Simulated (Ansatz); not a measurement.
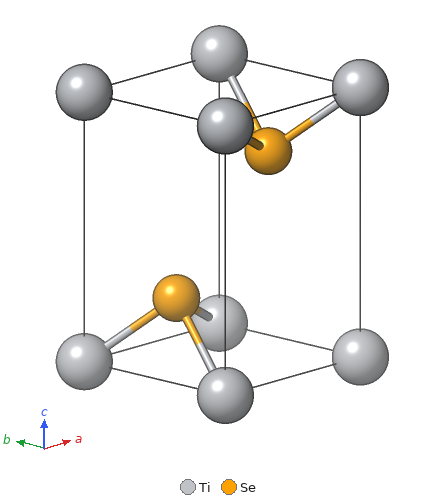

The image is a ball-and-stick drawing of a crystal, viewed from a general direction. The frame is the conventional unit cell; atoms at its boundary are shown with their periodic copies.

Bonds shown: Se–Ti up to 3.23 Å (cut-off distances).

Question: Determine the stoichiometry.

Answer: TiSe2. The cell holds 1 Ti, 2 Se, counting shared atoms by their share.

Question: Which Bravais lattice does it have?

Answer: Primitive hexagonal lattice; the crystal system is trigonal.

Question: Name the structure type.

Answer: Cadmium iodide (CdI₂, 1T) type.

Question: Describe the connectivity.

Answer: The bonds build TiSe2 layers parallel to (001).

The starting point was a structure type known for this compound. The final geometry of a relaxation with DFT PBE, scalar-relativistic, plane waves, PAW in Ansatz is shown.
